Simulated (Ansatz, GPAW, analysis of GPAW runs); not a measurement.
## F centre in LiF: hyperfine coupling against experiment (GPAW)

How near does this set-up come to the measured hyperfine coupling? Subject: F centre in LiF. Set-up: PBE, plane waves 500 eV, 64-site cell, measured lattice, k: the zone centre alone then 2x2x2 shifted, start relaxed with Ansatz. The model is a cell of 64 host atoms with 1 F taken out. The isotropic coupling follows from the spin density at the nucleus, the nuclear g-factor and the total spin. The measured lattice removes the functional's error in the volume.

What was measured. 7Li, shell I: 39.06 MHz, by ENDOR (quoted in “F center in LiF: A quantum mechanical ab initio investigation of the hyperfine interaction between the unpaired electron at the vacancy and its first seven neighbors”, 2001, G. Mallia et al., quoting earlier work (1968)). 19F, shell II: 105.9 MHz, by ENDOR (quoted in “F center in LiF: A quantum mechanical ab initio investigation of the hyperfine interaction between the unpaired electron at the vacancy and its first seven neighbors”, 2001, G. Mallia et al., quoting earlier work (1968)). 7Li, shell III: 0.5 MHz, by ENDOR (quoted in “F center in LiF: A quantum mechanical ab initio investigation of the hyperfine interaction between the unpaired electron at the vacancy and its first seven neighbors”, 2001, G. Mallia et al., quoting earlier work (1968)). 19F, shell IV: 0.48 MHz, by ENDOR (quoted in “F center in LiF: A quantum mechanical ab initio investigation of the hyperfine interaction between the unpaired electron at the vacancy and its first seven neighbors”, 2001, G. Mallia et al., quoting earlier work (1968)). The runs below try to reproduce this.

Method: GPAW plane-wave PAW DFT, PBE; relaxation of all atoms of a defect supercell, in GPAW 26.7.0.

## (1) Set-up

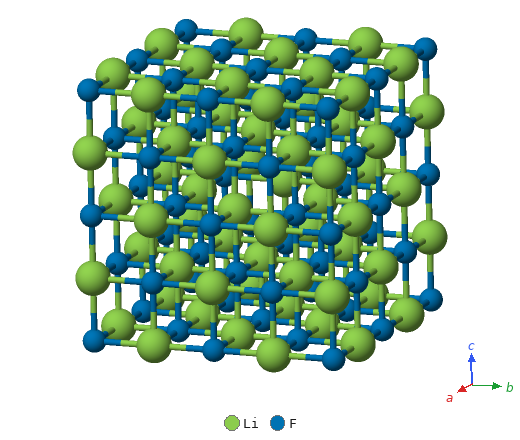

The cell as given, slightly off an axis (lithium green, fluorine blue). Some periodic images of atoms are drawn too.

The cell holds 63 atoms: 32 Li and 31 F. Cell: a = 8.056 Å, b = 8.056 Å, c = 8.056 Å, α = 90.0°, β = 90.0°, γ = 90.0°. It derives from LiF (space group Fm-3m). Nearest the centre at fractional (0.250, 0.500, 0.500): Li56 at 2.05 Å, Li28 at 2.05 Å, Li12 at 2.05 Å, Li25 at 2.05 Å, Li19 at 2.05 Å, Li27 at 2.05 Å, F14 at 2.85 Å, F8 at 2.85 Å.

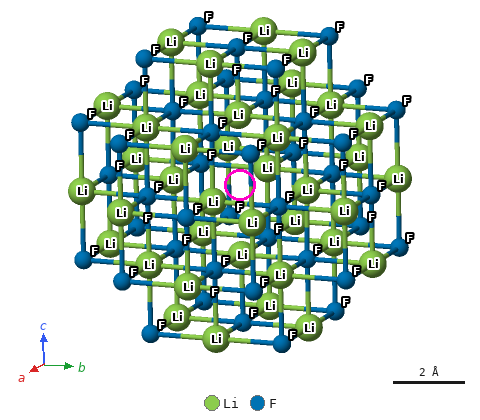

The atoms within 5 Å of the centre. A ring marks the centre wherever it is empty.

The host's primitive cell comes from a first run (GPAW plane-wave PAW DFT, PBE; relaxation of all atoms of a defect-free cell): vectors of 2.848, 2.848 and 2.848 Å. That is 8.17 Å³ an atom. The supercell is built on it.

This program's steps are dear, so the start below was first relaxed with Ansatz (plane-wave PAW DFT, PBE; 17 s).

## (2) Relaxation, charge 0

Every later number rests on the structure around the defect, so the atoms are relaxed at the host's lattice first.

File run.py:

```python
import numpy as np
from ase.io import read, write
from ase.parallel import parprint, world
from gpaw import GPAW, PW
from ase.optimize import BFGS

atoms = read('POSCAR')
magmoms = np.zeros(len(atoms))
magmoms[[11, 18, 24, 26]] = 1 / 4
atoms.set_initial_magnetic_moments(magmoms)
calc = GPAW(mode=PW(500),
            xc='PBE',
            kpts={'size': (1, 1, 1), 'gamma': True},
            occupations={'name': 'fermi-dirac', 'width': 0.01, 'fixmagmom': True},
            nbands=133,
            convergence={'density': 1e-05, 'forces': 0.001},
            maxiter=150,
            symmetry='off',
            txt='gpaw.txt')
atoms.calc = calc
opt = BFGS(atoms, trajectory='relax.traj', logfile='-')
done = opt.run(fmax=0.02, steps=80)
parprint('Converged:', done)
energy = atoms.get_potential_energy()
forces = atoms.get_forces()
parprint(f'Energy: {energy:.6f} eV, largest force {np.linalg.norm(forces, axis=1).max():.4f} eV/A')
calc.write('gs.gpw')
write('final.xyz', atoms)
parprint('Moments:', atoms.get_magnetic_moments().round(3))
for s in range(calc.get_number_of_spins()):
    parprint('Levels (eV), spin', s, calc.get_eigenvalues(kpt=0, spin=s)[-16:].round(3))
```

File POSCAR:

```
Li F  Li F  Li F  Li F  Li F  Li F  Li F  Li F 
 1.0000000000000000
     8.0559999999999992    0.0000000000000000    0.0000000000000000
     0.0000000000000000    8.0559999999999992    0.0000000000000000
     0.0000000000000000    0.0000000000000000    8.0559999999999992
 Li  F   Li  F   Li  F   Li  F   Li  F   Li  F   Li  F   Li  F  
   4   4   4   4   4   4   4   3   4   4   4   4   4   4   4   4
Direct
  0.0000697314637973  0.0000000104282885  0.0000000000000000
  0.0001998754795040  0.2501998754795041  0.2501998687019210
  0.2500000009518843  0.0000000069492516  0.2495174622988416
  0.2499999965929135  0.2495174831351872  0.0000000000000000
  0.0001012072228916  0.0000000203633987  0.2501012129570842
  0.0001012138008291  0.2501012138008293  0.0000000000000000
  0.2500000007759988  0.0000000115777586  0.0000000000000000
  0.2499999775724659  0.2495163610160247  0.2495163677900467
 -0.0004825357016227  0.0000000123741270  0.5000000000000001
  0.0001998754795040  0.2501998754795041  0.7498001312980793
  0.2500000009518843  0.0000000069492516  0.7504825377011586
  0.2500000153976950  0.2454011773425740  0.5000000000000001
  0.0001012072228916  0.0000000203633987  0.7498987870429161
 -0.0004836100768754  0.2495163899231247  0.5000000000000001
  0.2499999806379727  0.0000000348086412  0.5000000000000001
  0.2499999775724659  0.2495163610160247  0.7504836322099535
 -0.0004825168648129  0.4999999965929134  0.0000000000000000
  0.0001998655884993  0.7498001289681340  0.2501998725799468
  0.2499999947127577  0.4999999947127578  0.2454011507798117
  0.2500000034792718  0.7504825111109465  0.0000000000000000
 -0.0004836389839754  0.4999999775724659  0.2495163677900467
  0.0001011993998708  0.7498987926843443  0.0000000000000000
  0.2499999824641409  0.4999999824641409  0.0000000000000000
  0.2499999845174643  0.7504836421743872  0.2495163360316366
 -0.0045988226574261  0.5000000153976951  0.5000000000000001
  0.0001998655884993  0.7498001289681340  0.7498001274200535
  0.2499999947127577  0.4999999947127578  0.7545988492201886
  0.2499999707005104  0.7545987666523284  0.5000000000000001
 -0.0004836389839754  0.4999999775724659  0.7504836322099535
 -0.0004836756550128  0.7504836475849977  0.5000000000000001
  0.2499999845174643  0.7504836421743872  0.7504836639683636
  0.4999302772101603  0.0000000011872850  0.0000000000000000
  0.4998001289681339  0.2501998655884994  0.2501998725799468
  0.7500000052657638  0.0000000052657637  0.2500697393462981
  0.7500000104282886  0.2500697314637974  0.0000000000000000
  0.4998987979496055  0.0000000091003633  0.2501012005519035
  0.4998987926843441  0.2501011993998708  0.0000000000000000
  0.7500000069440519  0.0000000069440517  0.0000000000000000
  0.7500000203633989  0.2501012072228916  0.2501012129570842
  0.5004825277735191  0.0000000024215914  0.5000000000000001
  0.4998001289681339  0.2501998655884994  0.7498001274200535
  0.7500000052657638  0.0000000052657637  0.7499302606537023
  0.7500000123741272  0.2495174642983774  0.5000000000000001
  0.4998987979496055  0.0000000091003633  0.7498987994480969
  0.5004836475849976  0.2495163243449872  0.5000000000000001
  0.7500000085012659  0.0000000085012657  0.5000000000000001
  0.7500000203633989  0.2501012072228916  0.7498987870429161
  0.5004825111109464  0.5000000034792719  0.0000000000000000
  0.4998001290762091  0.7498001290762091  0.2501998572088795
  0.7500000069492518  0.5000000009518843  0.2495174622988416
  0.7500000011872852  0.7499302772101604  0.0000000000000000
  0.5004836421743871  0.4999999845174644  0.2495163360316366
  0.4998988007052370  0.7498988007052370  0.0000000000000000
  0.7500000115777589  0.5000000007759988  0.0000000000000000
  0.7500000091003635  0.7498987979496056  0.2501012005519035
  0.5045987666523283  0.4999999707005106  0.5000000000000001
  0.4998001290762091  0.7498001290762091  0.7498001427911207
  0.7500000069492518  0.5000000009518843  0.7504825377011586
  0.7500000024215916  0.7504825277735193  0.5000000000000001
  0.5004836421743871  0.4999999845174644  0.7504836639683636
  0.5004836404610012  0.7504836404610015  0.5000000000000001
  0.7500000348086414  0.4999999806379729  0.5000000000000001
  0.7500000091003635  0.7498987979496056  0.7498987994480969
```

On the command line:

```
$ OMP_NUM_THREADS=1 mpirun -n 4 gpaw python run.py > stdout
```

Log:

```text
__  _  _
 | _ |_)|_||  |
 |__||  | ||/\| - 26.7.0

Input parameters:
  mode=PW(ecut=500.0),
  convergence={'density': 1e-05, 'forces': 0.001},
  kpts=MonkhorstPack(size=(1, 1, 1), gamma=True),
  maxiter=150,
  nbands=133,
  occupations=Occupations(name='fermi-dirac', width=0.01, fixmagmom=True),
  symmetry=Symmetry(point_group=False, time_reversal=False),
  xc=XC(name='PBE')

Diagonalizing LCAO Hamiltonian
Converting LCAO to pw mode
      .-------------------.
     /|                   |
    / |                   |
   /  |                   |
  /  Li   F    Li   F     |
 *    | Li    F    Li  F  |
 |Li  |F  LiLi F F  Li   F|
 |    Li               Li |
 F    |    F  LiLi F      |
 |   LiLi F F  LiLi F F   |
 |    F-Li-Li-F-F--LiLiF--.
 |Li F F  LiLi F F  Li   /
 F  /      F  LiLi F    /
 | /  LiF              /i
 |/    Li   F    Li   /
 Li---F----Li---F----*

Atoms  # Å, Bohr magnetons
|    | symbol |         x |        y |        z |    initial magnetic moments |
|----|--------|-----------|----------|----------|-----------------------------|
|  0 |     Li |  0.000562 | 0.000000 | 0.000000 | ( 0.0000,  0.0000,  0.0000) |
|  1 |     Li |  0.001610 | 2.015610 | 2.015610 | ( 0.0000,  0.0000,  0.0000) |
|  2 |     Li |  2.014000 | 0.000000 | 2.010113 | ( 0.0000,  0.0000,  0.0000) |
|  3 |     Li |  2.014000 | 2.010113 | 0.000000 | ( 0.0000,  0.0000,  0.0000) |
|  4 |      F |  0.000815 | 0.000000 | 2.014815 | ( 0.0000,  0.0000,  0.0000) |
|  5 |      F |  0.000815 | 2.014815 | 0.000000 | ( 0.0000,  0.0000,  0.0000) |
|  6 |      F |  2.014000 | 0.000000 | 0.000000 | ( 0.0000,  0.0000,  0.0000) |
|  7 |      F |  2.014000 | 2.010104 | 2.010104 | ( 0.0000,  0.0000,  0.0000) |
|  8 |     Li | -0.003887 | 0.000000 | 4.028000 | ( 0.0000,  0.0000,  0.0000) |
|  9 |     Li |  0.001610 | 2.015610 | 6.040390 | ( 0.0000,  0.0000,  0.0000) |
| 10 |     Li |  2.014000 | 0.000000 | 6.045887 | ( 0.0000,  0.0000,  0.0000) |
| 11 |     Li |  2.014000 | 1.976952 | 4.028000 | ( 0.0000,  0.0000,  0.2500) |
| 12 |      F |  0.000815 | 0.000000 | 6.041185 | ( 0.0000,  0.0000,  0.0000) |
| 13 |      F | -0.003896 | 2.010104 | 4.028000 | ( 0.0000,  0.0000,  0.0000) |
| 14 |      F |  2.014000 | 0.000000 | 4.028000 | ( 0.0000,  0.0000,  0.0000) |
| 15 |      F |  2.014000 | 2.010104 | 6.045896 | ( 0.0000,  0.0000,  0.0000) |
| 16 |     Li | -0.003887 | 4.028000 | 0.000000 | ( 0.0000,  0.0000,  0.0000) |
| 17 |     Li |  0.001610 | 6.040390 | 2.015610 | ( 0.0000,  0.0000,  0.0000) |
[...]
| 20 |      F | -0.003896 | 4.028000 | 2.010104 | ( 0.0000,  0.0000,  0.0000) |
| 21 |      F |  0.000815 | 6.041185 | 0.000000 | ( 0.0000,  0.0000,  0.0000) |
[...]
Unit cell  # Å
| periodic |        x |        y |        z |  lengths |    angles |
|----------|----------|----------|----------|----------|-----------|
|      yes | 8.056000 | 0.000000 | 0.000000 | 8.056000 | 90.000000 |
|      yes | 0.000000 | 8.056000 | 0.000000 | 8.056000 | 90.000000 |
|      yes | 0.000000 | 0.000000 | 8.056000 | 8.056000 | 90.000000 |

Number of symmetries: 1
Symmetry operations  # r_c * U_cc + t_c -> r_c
|   | kind |            matrix            |
|---|------|------------------------------|
| 0 |  E   |  1, 0, 0,  0, 1, 0,  0, 0, 1 |

BZ-sampling:
  Number of BZ points: 1
  Number of IBZ points: 1

  Monkhorst-Pack size: [1, 1, 1]
  Monkhorst-Pack shift: [0, 0, 0]

K-points  # in reciprocal-cell coordinates
|   |                                coordinates |     weight |
|---|--------------------------------------------|------------|
| 0 | (  0.00000000,   0.00000000,   0.00000000) | 1.00000000 |

Plane wave coefficients: 6603
Cutoff: 500.0 eV

Spin-components: 2 (collinear spins)
Bands:           133
Projectors:      251
Spin-degeneracy: 1
Datatype:        float64

Density:
  Valence electrons: 249.0
  Components: 2
  Grid points: [42 42 42]
  Charge: 0.0  # |e|

Potential:
  Grid points: [42 42 42]

species:
  Li:
    name:    Lithium
    Z:       3.0
    valence: 1
    core:    2
    charge:  0.0  # [|e|]
    compensation charges:
      type: gauss
      rc: 0.33  # [Å]
      lmax: 2
    cutoffs:
      filter: 1.91  # [Å]
      core: 2.55  # [Å]
    projectors
    | kind |    occ | energy [eV] | rcut [Å] |
    |------|--------|-------------|----------|
    |   2s |  1.000 |      -2.874 |    1.058 |
    |   2p |  0.000 |      -1.090 |    1.058 |
    |    s |        |      24.337 |    1.058 |

    Using partial waves for Li as LCAO basis

  F:
    name:    Fluorine
    Z:       9.0
    valence: 7
    core:    2
    charge:  0.0  # [|e|]
    compensation charges:
      type: gauss
      rc: 0.20  # [Å]
      lmax: 2
    cutoffs:
      filter: 1.14  # [Å]
      core: 0.74  # [Å]
    projectors
    | kind |    occ | energy [eV] | rcut [Å] |
    |------|--------|-------------|----------|
    |   2s |  2.000 |     -29.898 |    0.635 |
    |   2p |  5.000 |     -11.110 |    0.635 |
    |    s |        |      -2.687 |    0.635 |
    |    p |        |      16.102 |    0.635 |
    |    d |        |       0.000 |    0.635 |

    Using partial waves for F as LCAO basis

Reference energy: -90625.714590  # eV

eigensolver:
  PPCG
  Converge bands: occupied
  niter=2

[...]
|iter:   5| | -292.653920c| -8.27c| -5.23c|-2.23 |  +1.0001|
|iter:   6| | -292.653920c| -8.89c| -5.59c|-3.54c|  +1.0000|

Converged in 6 steps
SCF loop duration: 16.931 s (2.822 s/step)
Energy contributions relative to reference atoms: (reference = -90625.714590)

Energy contributions:
  Kinetic:         354.211544
  Coulomb:        -343.686172
  Zero:              7.464939
  External:          0.000000
  Xc:             -310.644231
  Entropy:          -0.000000
  Spinorbit:         0.000000
  ----------------------------
  Free energy:    -292.653920
  Extrapolated:   -292.653920

dipole moment: (-9.969086, -229.272813, -85.020386)  # |e|*Ang

Total magnetic moment: (0.000000, 0.000000, 1.000010)

Local magnetic moments
|        x |        y |        z |
|----------|----------|----------|
[...]
Fermi levels: 7.159, 5.303
Eigenvalues  # (at kpt = [0.000, 0.000, 0.000])
| band index |      eig [eV] | occ [0-1] |      eig [eV] | occ [0-1] |
|------------|---------------|-----------|---------------|-----------|
[...]
|        ... |               |           |               |           |
[...]
Gap: 1.778 eV
Transition (v -> c):
  (s=1, k=0, n=124, [0.00, 0.00, 0.00]) -> (s=0, k=0, n=125, [0.00, 0.00, 0.00])
No difference between direct/indirect transitions

Forces  # eV/Ang
|        x |        y |        z |
|----------|----------|----------|
[...]
.-------------------.
     F|   Li   F          |
    / |                   |
   /  | F       F         |
  /  Li   F F  Li   F     |
 *    | Li F  F Li Li  F  |
 |Li  |F  LiLi F F  Li   F|
 |    Li        Li        |
 F    |       Li   F   Li |
 |   LiLi F F  LiLi F F   |
 |    .-Li-F--F-F--LiLiF--.
 |Li / F    Li   F  Li   /
 F  /              F    /
 | /  Li      LiLi     /i
 |/    Li        Li   /
 *---------Li---F----Li

Atoms  # Å, Bohr magnetons
|    | symbol |         x |         y |         z |    initial magnetic moments |
|----|--------|-----------|-----------|-----------|-----------------------------|
[...]
| 50 |     Li |  6.042000 |  6.042392 |  0.000000 | ( 0.0000,  0.0000,  0.0001) |
[...]
| 54 |      F |  6.042000 |  6.041153 |  2.014847 | ( 0.0000,  0.0000,  0.0001) |
| 55 |     Li |  4.057140 |  4.028000 |  4.028000 | ( 0.0000,  0.0000,  0.0260) |
| 56 |     Li |  4.025569 |  6.039576 |  6.039576 | ( 0.0000,  0.0000,  0.0003) |
| 57 |     Li |  6.042000 |  4.028000 |  6.047656 | ( 0.0000,  0.0000,  0.0006) |
| 58 |     Li |  6.042000 |  6.047656 |  4.028000 | ( 0.0000,  0.0000,  0.0006) |
| 59 |      F |  4.032035 |  4.028000 |  6.046171 | ( 0.0000,  0.0000,  0.0070) |
| 60 |      F |  4.032034 |  6.046170 |  4.028000 | ( 0.0000,  0.0000,  0.0070) |
| 61 |      F |  6.042000 |  4.028000 |  4.028000 | ( 0.0000,  0.0000,  0.0001) |
| 62 |      F |  6.042000 |  6.041153 |  6.041153 | ( 0.0000,  0.0000,  0.0001) |

Unit cell  # Å
| periodic |        x |        y |        z |  lengths |    angles |
|----------|----------|----------|----------|----------|-----------|
|      yes | 8.056000 | 0.000000 | 0.000000 | 8.056000 | 90.000000 |
|      yes | 0.000000 | 8.056000 | 0.000000 | 8.056000 | 90.000000 |
|      yes | 0.000000 | 0.000000 | 8.056000 | 8.056000 | 90.000000 |

Initialization done in: 1.679 s

convergence criteria:
- Maximum integral of absolute [dens]ity change: 1e-05 electrons / valence electron
- Maximum change in the atomic [forces] across last 2 cycles: 0.001 eV/Ang OR
Maximum error relative to the maximum force is below inf
- Maximum [total energy] change in last 3 cyles: 0.0005 eV / valence electron
- Maximum integral of absolute [eigenst]ate change: 4e-08 eV^2 / valence electron
maximum number of iterations: 150

SCF iterations
|iter     | |      energy | eigst |  dens |force |  magmom |
|---------|-|-------------|-------|-------|------|---------|
|iter:   1| | -292.655721c| -4.30 |       |      |  +1.0112|
|iter:   2| | -292.655664c| -6.17 | -3.57 |      |  +1.0106|
|iter:   3| | -292.655322c| -5.71 | -3.60 |      |  +1.0063|
|iter:   4| | -292.655263c| -6.42 | -3.84 |      |  +1.0022|
|iter:   5| | -292.655262c| -7.56c| -4.26 |      |  +1.0007|
|iter:   6| | -292.655263c| -7.53c| -4.64 |      |  +1.0001|
|iter:   7| | -292.655263c| -8.20c| -5.16c|-1.31 |  +1.0000|
|iter:   8| | -292.655263c| -8.79c| -5.70c|-3.29c|  +1.0000|

Converged in 8 steps
SCF loop duration: 19.493 s (2.437 s/step)
Energy contributions relative to reference atoms: (reference = -90625.714590)

Energy contributions:
  Kinetic:         354.019314
  Coulomb:        -343.533715
  Zero:              7.464651
  External:          0.000000
  Xc:             -310.605512
  Entropy:          -0.000000
  Spinorbit:         0.000000
  ----------------------------
  Free energy:    -292.655263
  Extrapolated:   -292.655263

dipole moment: (-0.735382, -27.704313, 20.380207)  # |e|*Ang

Total magnetic moment: (0.000000, 0.000000, 1.000003)

Local magnetic moments
|        x |        y |        z |
|----------|----------|----------|
[...]
Fermi levels: 7.159, 5.303
Eigenvalues  # (at kpt = [0.000, 0.000, 0.000])
| band index |      eig [eV] | occ [0-1] |      eig [eV] | occ [0-1] |
|------------|---------------|-----------|---------------|-----------|
[...]
|        ... |               |           |               |           |
[...]
|        128 |         9.685 |     0.000 |        10.134 |     0.000 |
|        129 |         9.974 |     0.000 |        10.135 |     0.000 |
|        130 |        10.157 |     0.000 |        10.179 |     0.000 |
|        131 |        10.615 |     0.000 |        10.619 |     0.000 |
|        132 |        10.616 |     0.000 |        10.619 |     0.000 |

Gap: 1.814 eV
Transition (v -> c):
  (s=1, k=0, n=124, [0.00, 0.00, 0.00]) -> (s=0, k=0, n=125, [0.00, 0.00, 0.00])
No difference between direct/indirect transitions

Forces  # eV/Ang
|        x |        y |        z |
|----------|----------|----------|
[...]
| -0.00000 | -0.00546 |  0.00000 |  # Li  58
| -0.00840 | -0.00000 | -0.00836 |  # F   59
| -0.00840 | -0.00836 | -0.00000 |  # F   60
| -0.00000 |  0.00000 | -0.00000 |  # F   61
| -0.00000 |  0.00194 |  0.00194 |  # F   62

# Writing to gs.gpw (mode='')
```

Wall time 78 s (4 MPI ranks of Arm Neoverse V1, shared host); peak memory 1.5 GiB.

Relaxation path:

```csv
step,energy less that of the first step (eV)
0,0.0000
1,-0.0003
2,-0.0017
```

The atoms nearest to the centre after the run:

| atom | distance (Å) |
| --- | --- |
| Li28 | 2.043 |
| Li12 | 2.043 |
| Li27 | 2.043 |
| Li19 | 2.043 |
| Li56 | 2.043 |
| Li25 | 2.043 |
| F14 | 2.854 |
| F61 | 2.854 |
| F45 | 2.854 |
| F30 | 2.854 |
| F29 | 2.854 |
| F21 | 2.854 |
| F60 | 2.854 |
| F52 | 2.854 |
| F31 | 2.854 |
| F24 | 2.854 |

Read from the output:

| Item | Value |
| --- | --- |
| total moment | 1.000 μB |

From the first step to the last the energy fell by 0.002 eV, and the largest move was 0.008 Å (Li27 and 5 other atoms alike).

[end of part 1 of 2]

[Logs are printed without paths, hosts, clocks, repeated set-up lines and the standing remarks that a program may print on its own settings, such as how far it seeks lower states.]

[Hosts, paths, dates, database ids (printed as entryN), source tags and the programs' standing remarks are cut or masked in the printed files.]

[For some hosts the program warned that the k-mesh of the response run may be too coarse for force constants and the static dielectric constant; such warnings are not shown here.]
